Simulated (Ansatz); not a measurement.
Single-point calculation of Ni

- system: Ni (Fm-3m, 3 atoms in the cell)
- method: DFT, PBE, PAW with Ansatz's default frozen-core files, scalar-relativistic, spin-polarised (Ansatz 0.2.0)

It belongs to a series of runs on one base structure; here: bulk in the slab's orientation, PAW files. Figures and captions count atoms from 1; the log counts them from 0 in places.

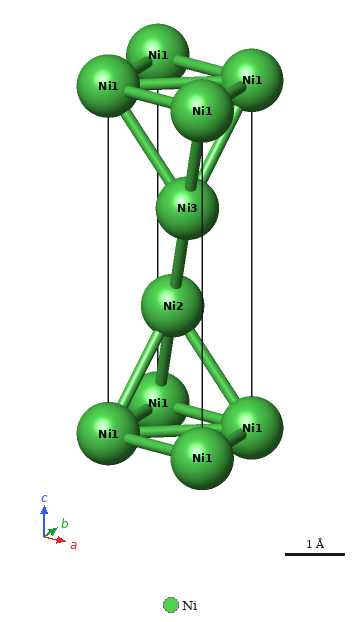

**Figure 1.** The structure as given in the input (ball-and-stick view of the cell of the calculation, seen slightly off an axis; atoms are numbered from 1 in the order of the input).

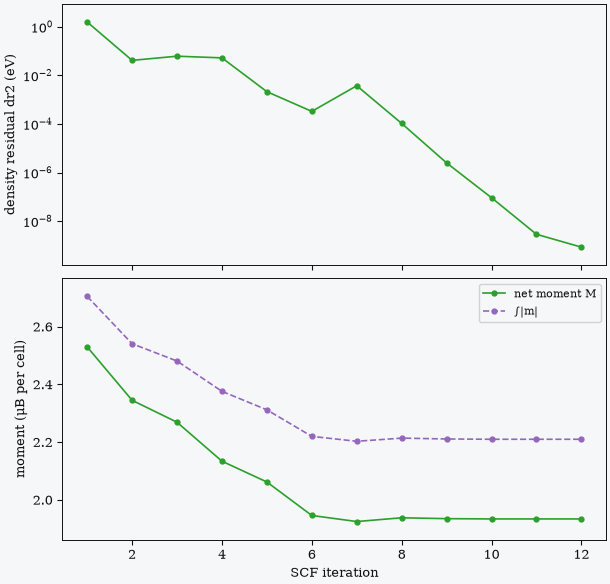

**Figure 2.** Convergence of the self-consistent field: density residual dr2 and magnetic moment against the SCF iteration. The residual comes down, with one marked jump up, by a factor of about 10, at step 7. The net moment goes from 2.5 to 1.9 μB per cell.

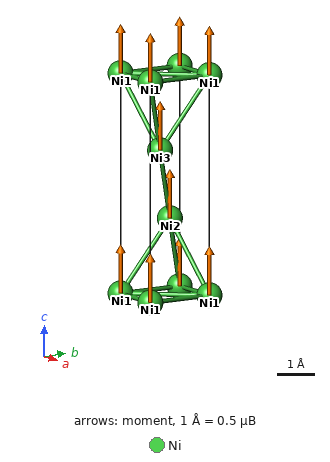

**Figure 3.** Magnetic moments of the sites as orange arrows (ball-and-stick view of the cell of the calculation, seen slightly off an axis; atoms are numbered from 1 in the order of the input); small moments hardly show. The run is collinear, so the axis drawn is arbitrary. Site moments: all 3 Ni atoms (0.68 μB). They are counted near the atoms and needn't add up to the moment of the cell.

The input that produced these results follows, with the program's output.

Input file:
```yaml
crystal:
  lattice:
    - [0.0, 1.7593077821, -1.7593077821]
    - [-1.7593077821, 0.0, 1.7593077821]
    - [3.5186155641, 3.5186155641, 3.5186155641]
  atoms:
    - { symbol: Ni, position: [0.0, 0.0, 0.0], spin: 1.0 }
    - { symbol: Ni, position: [0.333333333, 0.666666667, 0.333333333], spin: 1.0 }
    - { symbol: Ni, position: [0.666666667, 0.333333333, 0.666666667], spin: 1.0 }
magnetization:
  spin_polarized: true
kpoints:
  mp_grid: { grid: [19, 19, 7] }
scf:
  occupations: { method: fermi_dirac, width: 0.05 }
hamiltonian:
  xc: pbe
  pseudopotentials: { kind: paw }
output:
  forces: true
  stress: true
  eigenvalues: true
```

Launch command:
```bash
ansatz run input.yaml --threads 2 --pin off --max-ram 6144MiB --backend cpu --events-out ev --progress --plain --runs-dir out
```

Log:
```
Engine: ansatz 0.2.0, x86_64-unknown-linux-gnu
Pseudopotentials: kind: paw
Pseudopotential: Ni, paw, valence charge 18, recommended cutoff 420 eV (normal), Ni.paw.azcp
Functional definition: PBE
  parameter kappa = 0.804
  parameter beta = 0.06672455060314922
  exchange = pbe_x(kappa = kappa, mu = beta*pi^2/3)
  correlation = pbe_c(beta = beta)
Crystal: 3 atoms, lattice volume = 32.672 Å³
Basis set: ecut = 420 eV, 591 PW (Γ), exchange–correlation on 36×36×90 points (8 copies of the dense FFT grid, shifted against one another)
Bands: 35, of which v1, the nominal top of the filled ones, is band 27 counted from 1 (26 counted from 0)
Symmetry: 36 space group operations
Space group: Fm-3m (ITA 225), of the structure as read, at distance tolerance 3.2e-5 Å
Magnetic group: BNS 225.116 (UNI 1618), of the structure as read, at distance tolerance 3.2e-5 Å
k-points: 250 of 2527
Non-local potential: Ni, projectors of the file, l = 0: 3, l = 1: 2, l = 2: 3, l = 3: 1
PAW form: soft (Blöchl's): semilocal exchange-correlation on the pseudo side does not see the compensation charge
PAW one-centre angular grid: Ni, 590 points (default); XC on 64 Gauss nodes
Initial density: superposition of atomic densities (chi_scale 0.1, normalization cell)
Starting moments: Σ|m| = 3 μB on 3 of 3 sites
Initial wavefunctions: pseudopotential atomic-orbital guess
Functional: x = pbe(κ = 0.804, μ = 0.2195149727645171), c = pbe(β = 0.06672455060314922)
iter 1 solved again at ethr=2.94e-3 eV; its pass at ethr=3.10e-3 eV (dr2=1.59e0 eV) is discarded
SCF iter   1: F=—  HF=-17516.873633 eV  |F-HF|=—  |Δ(HF+E_count)|=         —  Δρ=5.03e-2 (↑4.09e-2 ↓5.03e-2)  dr2=1.59e0  dr2_m=2.88e-2  M=2.530 μB ∫|m|=2.705 μB  β_m=0.30  ethr=2.94e-3  ⟨swp⟩=1.3  Hψ=79591  notcnv=0
Mixer restart at iter 1: flushing history
preconditioner: auto → Kerker (q_TF=auto, 2.967 Å⁻¹)  [metal: Δε(μ)=0.003 eV  Ē_g=9.929 eV  σ=0.050 eV  W_gap=0.02  n_scr=10 (ndim 8)  ℏωp=35.6 eV  f_vac=0.000  D(μ)=4.64/eV (n_scr^D=68)]
spin=Collinear: Kerker preconditioning applied to the charge; magnetization (m = ρ↑ − ρ↓) channel mixes plain (no charge-response kernel on spin).
SCF iter   2: F=—  HF=-17516.672986 eV  |F-HF|=—  |Δ(HF+E_count)|=   2.01e-1  Δρ=2.01e-2 (↑1.17e-2 ↓2.01e-2)  dr2=4.18e-2  dr2_m=3.34e-2  M=2.345 μB ∫|m|=2.541 μB  β_m=0.29  ethr=2.94e-3  ⟨swp⟩=2.0  Hψ=26792  notcnv=0
SCF iter   3: F=—  HF=-17517.465099 eV  |F-HF|=—  |Δ(HF+E_count)|=   7.92e-1  Δρ=2.16e-2 (↑9.53e-3 ↓2.16e-2)  dr2=6.21e-2  dr2_m=3.45e-2  M=2.269 μB ∫|m|=2.481 μB  β_m=0.24  ethr=7.74e-5  ⟨swp⟩=2.0  Hψ=31341  notcnv=0  defer=812
SCF iter   4: F=—  HF=-17518.654933 eV  |F-HF|=—  |Δ(HF+E_count)|=    1.19e0  Δρ=1.78e-2 (↑4.88e-3 ↓1.78e-2)  dr2=5.30e-2  dr2_m=2.82e-2  M=2.134 μB ∫|m|=2.376 μB  β_m=0.40  ethr=7.74e-5  ⟨swp⟩=2.8  Hψ=35113  notcnv=0  defer=813
SCF iter   5: F=—  HF=-17519.010808 eV  |F-HF|=—  |Δ(HF+E_count)|=   3.56e-1  Δρ=5.95e-3 (↑3.05e-3 ↓5.95e-3)  dr2=2.15e-3  dr2_m=4.99e-3  M=2.062 μB ∫|m|=2.312 μB  β_m=0.80  ethr=7.74e-5  ⟨swp⟩=2.0  Hψ=29217  notcnv=0  defer=849
SCF iter   6: F=—  HF=-17519.181174 eV  |F-HF|=—  |Δ(HF+E_count)|=   1.70e-1  Δρ=1.94e-3 (↑1.94e-3 ↓1.64e-3)  dr2=3.32e-4  dr2_m=8.19e-4  M=1.946 μB ∫|m|=2.220 μB  β_m=0.90  ethr=3.99e-6  ⟨swp⟩=2.1  Hψ=35282  notcnv=0  defer=853
SCF iter   7: F=—  HF=-17519.180916 eV  |F-HF|=—  |Δ(HF+E_count)|=   2.58e-4  Δρ=3.79e-3 (↑9.25e-4 ↓3.79e-3)  dr2=3.77e-3  dr2_m=8.44e-4  M=1.925 μB ∫|m|=2.203 μB  β_m=0.77  ethr=6.15e-7  ⟨swp⟩=2.0  Hψ=35612  notcnv=0  defer=864  recentre
SCF iter   8: F=—  HF=-17519.181960 eV  |F-HF|=—  |Δ(HF+E_count)|=   1.04e-3  Δρ=9.04e-4 (↑7.46e-4 ↓9.04e-4)  dr2=1.06e-4  dr2_m=1.76e-4  M=1.938 μB ∫|m|=2.214 μB  β_m=0.74  ethr=6.15e-7  ⟨swp⟩=2.0  Hψ=34285  notcnv=0  defer=851
SCF iter   9: F=—  HF=-17519.182133 eV  |F-HF|=—  |Δ(HF+E_count)|=   1.73e-4  Δρ=1.52e-4 (↑1.52e-4 ↓1.09e-4)  dr2=2.51e-6  dr2_m=3.98e-6  M=1.935 μB ∫|m|=2.211 μB  β_m=0.87  ethr=1.97e-7  ⟨swp⟩=2.0  Hψ=24594  notcnv=0  defer=851
SCF iter  10: F=—  HF=-17519.182138 eV  |F-HF|=—  |Δ(HF+E_count)|=   4.61e-6  Δρ=2.11e-5 (↑2.11e-5 ↓1.17e-5)  dr2=9.27e-8  dr2_m=4.13e-8  M=1.934 μB ∫|m|=2.210 μB  β_m=0.93  ethr=4.65e-9  ⟨swp⟩=2.0  Hψ=25146  notcnv=0  defer=851
SCF iter  11: F=—  HF=-17519.182138 eV  |F-HF|=—  |Δ(HF+E_count)|=   7.61e-8  Δρ=2.37e-6 (↑2.37e-6 ↓2.11e-6)  dr2=2.90e-9  dr2_m=5.18e-11  M=1.934 μB ∫|m|=2.210 μB  β_m=0.93  ethr=1.72e-10  ⟨swp⟩=2.0  Hψ=25093  notcnv=0  defer=851
SCF iter  12: F=-17519.182138 eV  HF=-17519.182138 eV  |F-HF|=6.91e-10  |Δ(HF+E_count)|=  4.29e-10  Δρ=1.45e-6 (↑6.85e-7 ↓1.45e-6)  dr2=8.57e-10  dr2_m=5.15e-11  M=1.934 μB ∫|m|=2.210 μB  ethr=5.38e-12  ⟨swp⟩=6.4  Hψ=60577  notcnv=0
SCF 1 converged in 12 iterations: F = -17519.182138 eV  dr2 = 8.57e-10
  greatest PAW one-centre occupation: 1.001 electrons in one spin orbital (limit 2), on the Ni atom at site 2 (counted from 0), in its partial waves of l = 1
SCF converged after 12 iterations
Magnetization: 1.9339 μB (27.9669 up, 26.0331 down)
Absolute magnetization: 2.2123 μB (∫|ρ↑−ρ↓|, with the PAW one-centre terms)
Spin contamination: 0.0220 ħ² per cell (⟨S²⟩ above its minimum at these occupations)
Per-site moments (μB) at R_I (Å): [(0.683859727150591, 1.0263152318872237), (0.6838597271505905, 1.0263152318872237), (0.6838597271505903, 1.0263152318872237)]
Free energy (F): -17519.182138 eV
Harris-Foulkes:  -17519.182138 eV  (|F-HF|=6.91e-10)
Internal energy: -17519.139355 eV  (E = F + TS)
E sigma→0 (E₀):  -17519.160746 eV
Entropy (-TS):   -0.042783 eV (-14.261 meV/atom)
Fermi energy:    18.168973 eV
--- Per-component energies (eV) ---
  E_band       = -854.072852
  E_kinetic    = 846.211512
  E_local      = -10315.730602  (includes V_loc(G=0)·N_el)
  E_nonlocal   = 1906.570726
  E_hartree    = 4305.921466
  E_xc         = -254.381758
  E_vxc        = -328.023747  (∫ρ·V_xc dr)
  E_paw        = -4888.830949  (= ΣΔE_a)
  E_vpaw       = -1574.949286  (= ΣTr[D̂ρ^β])
  E_aug_tail   = 0.001759  (compensation charges beyond the density's cutoff)
  E_ewald      = -9118.901509
  E_smearing   = -0.042783  (= −TS)
  E_closure    = -0.000000  (closes the sum)
  Σ components = -17519.182138   (vs F -17519.182138, Δ=0.00e0)
--- Forces (eV/Å), atoms counted from 1 ---
  atom   1  Ni     0.00000000     0.00000000     0.00000000
  atom   2  Ni     0.00000000     0.00000000     0.00000000
  atom   3  Ni     0.00000000     0.00000000    -0.00000000
  max |Σ_I F_I| component: 1.23e-27 eV/Å
--- Stress (GPa, compression-positive) ---
        0.111360      -0.035057      -0.035057
       -0.035057       0.111360      -0.035057
       -0.035057      -0.035057       0.111360
  P = ⅓ Tr σ = 0.1114 GPa (1.114 kbar)
--- Band table (eV; the first three rows and the last of 500) ---
  k-point 0 ↑: bands = ["-85.5214", "-85.4964", "-85.4964", "-45.9407", "-45.9407", "-45.8032", "-45.8032", "-45.8032", "-45.8032", "-45.7795", "-45.7795", "-45.7773", "9.0421", "12.4843", "12.4843", "15.6835", "15.6835", "15.6929", "15.6931", "15.6931", "15.8465", "15.8465", "15.8465", "15.8465", "16.8831", "16.8831", "17.2055", "17.2055", "17.2055", "17.2055", "28.5664", "28.5664", "40.9830", "40.9830", "41.6440"]
  k-point 1 ↑: bands = ["-85.5207", "-85.5010", "-85.4925", "-45.9659", "-45.9107", "-45.8069", "-45.8069", "-45.7988", "-45.7988", "-45.7822", "-45.7802", "-45.7802", "9.1310", "11.8253", "12.9359", "15.4181", "15.6696", "15.7133", "15.7133", "15.7882", "15.7882", "15.8996", "15.8996", "16.2528", "16.8744", "16.8744", "17.0498", "17.0498", "17.3556", "17.3556", "26.5898", "30.7434", "40.6091", "41.3800", "41.4178"]
  k-point 2 ↑: bands = ["-85.5185", "-85.5060", "-85.4897", "-45.9840", "-45.8784", "-45.8095", "-45.8095", "-45.7964", "-45.7941", "-45.7941", "-45.7823", "-45.7823", "9.3949", "11.0913", "13.1630", "15.3655", "15.6046", "15.7413", "15.7413", "15.7685", "15.7685", "15.9250", "15.9250", "16.8534", "16.8534", "16.9223", "16.9223", "17.0334", "17.4720", "17.4720", "24.9382", "33.0593", "40.1095", "40.3382", "41.8559"]
  k-point 249 ↓: bands = ["-84.6194", "-84.6191", "-84.6176", "-45.1177", "-45.1161", "-45.1047", "-45.0686", "-45.0520", "-45.0513", "-45.0083", "-45.0000", "-44.9986", "14.9370", "14.9536", "14.9842", "15.1514", "15.1908", "15.3036", "15.8584", "15.9464", "16.0229", "17.2298", "17.2490", "17.3503", "18.2618", "18.3004", "18.3643", "22.5379", "22.8243", "23.9265", "24.9631", "25.1922", "25.3092", "30.3210", "31.7202"]
```

Results in brief:

| quantity | value |
| --- | --- |
| outcome | converged |
| space group (tolerance 0.01 Å) | Fm-3m (225) |
| electrons treated | 54 |
| free energy | −17519.1821 eV |
| Fermi energy | 18.169 eV |
| net moment of the cell | 1.93 μB |
| integrated absolute moment | 2.21 μB |
| pressure | 0.11 GPa |
| largest force (length of the vector) | under 0.001 eV/Å |
| hardware | 2 threads of Intel Xeon @ 2.90GHz (Ice Lake), 32 GiB of memory available, shared host |
| wall time | 22 s (CPU time 42 s) |
| peak memory | 0.73 GiB |
